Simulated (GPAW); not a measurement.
Two runs for the Si K edge of atom 1 in SiC (Moissanite, P6_3mc). Run A: GPAW, LDA, full core hole (charged cell), 16-atom cell with 5.9 Å between holes, 5×5×5 k points, dipole transitions, Gaussian full width 0.9 eV up to 4 eV, rising linearly to 3.5 eV at 25 eV. Run B differs in one choice.

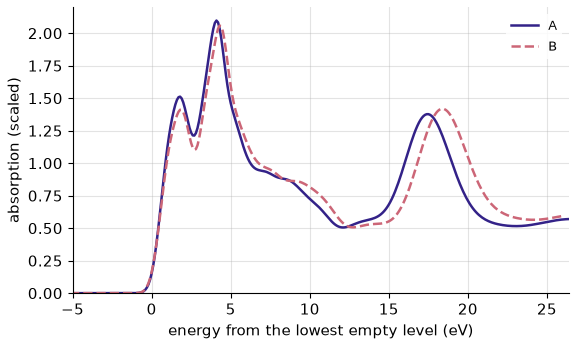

Energy from the lowest empty level; intensity scaled to a mean of 1 over the first 20 eV.

Question: What was changed?
a) the k mesh of the field
b) the broadening
c) the size of the supercell
d) the volume of the cell

(d): run B changes the volume scale from 1 to 0.94. Against the first run the r.m.s. difference is 15 %. The highest intensity below 16 eV goes from 4.1 eV (2.10) to 4.3 eV (2.06). Other settings could leave a like mark; this is the one that was changed.

[Hosts, paths, dates, database ids (printed as entryN), source tags and the programs' standing remarks are cut or masked in the printed files.]

[Lists of maxima count a maximum above −3 eV only where it reaches 4 % of the highest in the window and stands out from its surroundings by 2 % of it (1.5 % where it reaches 55 %); shoulders and weaker maxima are passed over, and of the rest the first, up to two pre-edge ones and the few strongest are named.]
